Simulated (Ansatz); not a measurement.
A periodic structure is given below.

```yaml
crystal:
  lattice:
    - [4.20102, -2.42546, 3.43019]
    - [0.00000, 4.85092, 3.43019]
    - [-4.20102, -2.42546, 3.43019]
  atoms:
    - { symbol: Pb, position: [0.00000, 0.00000, 0.50000] }
    - { symbol: Pb, position: [0.50000, 0.00000, 0.00000] }
    - { symbol: Pb, position: [0.00000, 0.50000, 0.00000] }
    - { symbol: Pb, position: [0.50000, 0.50000, 0.50000] }
    - { symbol: S, position: [0.49931, 0.49931, 0.99931] }
    - { symbol: S, position: [0.99931, 0.49931, 0.49931] }
    - { symbol: S, position: [0.49931, 0.99931, 0.49931] }
    - { symbol: S, position: [0.99931, 0.99931, 0.99931] }
```

Interpret the file: composition, symmetry and coordination.

The material is PbS. Strictly the space group is R3m (No. 160, within 0.01 Å). It is a distorted form of a face-centred cubic structure, space group Fm-3m (No. 225) within 0.25 Å: rock salt (NaCl type). There are 8 atoms in the cell: 4 Pb, 4 S. The polyhedra are PbS6 octahedra; they share corners and edges. About every Pb there are six S in an octahedral arrangement at 2.97 Å. The S atoms are each bonded to six Pb in an octahedral arrangement at 2.97 Å. The bonds build a three-dimensional framework.

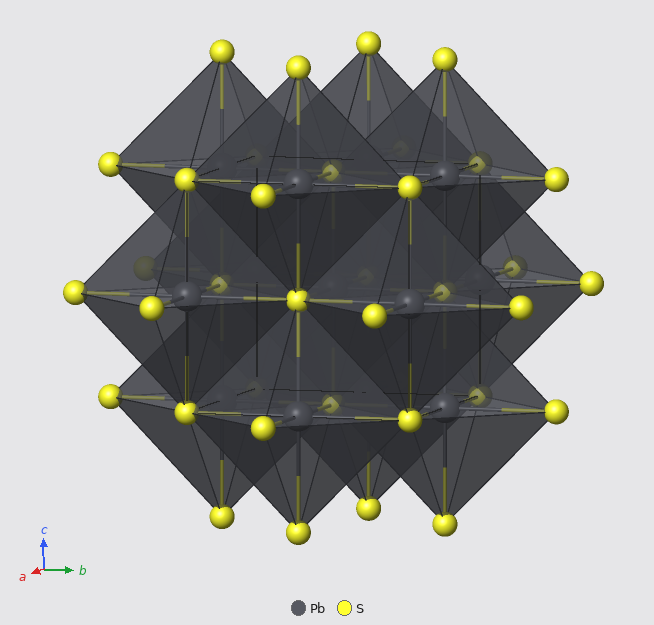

This polyhedral model is shown slightly off an axis. Atoms at the boundary of the drawn cell (a repeat of the simulation cell) (the box) are drawn once for each face, edge or corner they touch. Some atoms of the next cells are drawn as well. Colours: lead dark grey, sulfur yellow.

The model was built from a structure listed in the Materials Project. Earlier steps of the study may have refined or changed the cell and positions. It was the input of a calculation with Ansatz.
